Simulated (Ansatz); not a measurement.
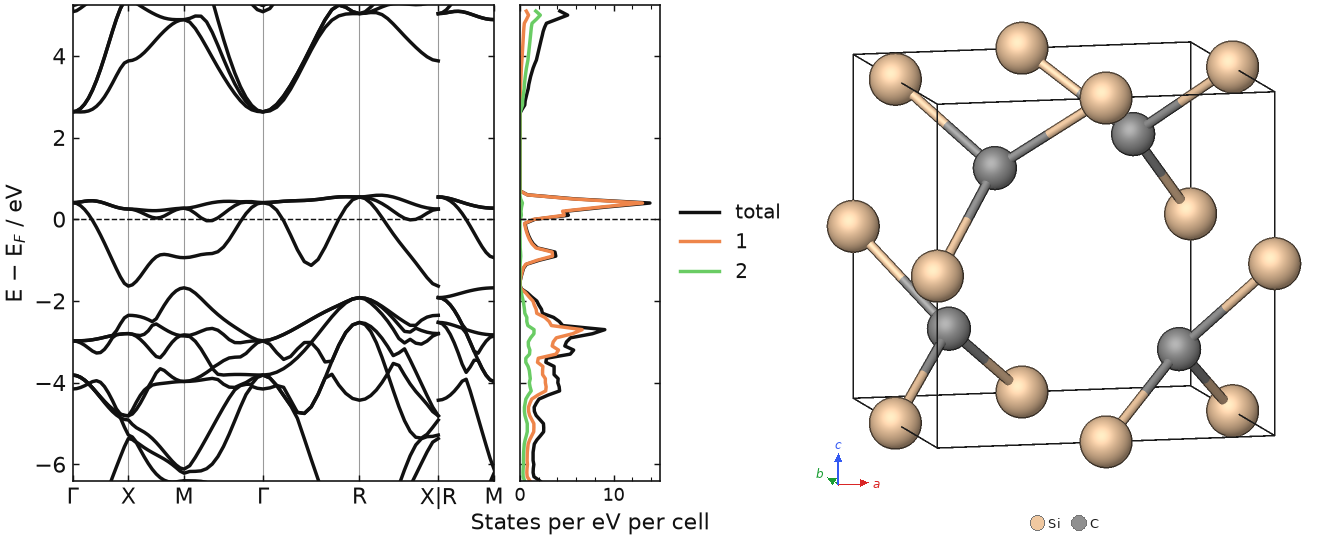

Band structure and density of states, beside the structure. Energies are counted from the Fermi level. The partial curves are projected on Löwdin-orthogonalised atomic shells.

Structure: Si3C4, space group P-43m (No. 215), 7 atoms in the cell; a = 4.42 Å, b = 4.42 Å, c = 4.42 Å, α = 90.00°, β = 90.00°, γ = 90.00°.

Ansatz; DFT PBE, scalar-relativistic, plane waves, PAW, no spin polarisation, 8×8×8 k mesh, 420 eV cutoff, Gaussian smearing of 0.1 eV.

Question: The numbered curves are projections. Which is which? The candidates: C 2p, Si 3p.

Answer: 1 is C 2p; 2 is Si 3p.

Question: Is there a gap at the Fermi level?

Answer: A metal: bands cross the Fermi level along this path.

The structure is an invented one, so it need not be a known or stable phase.
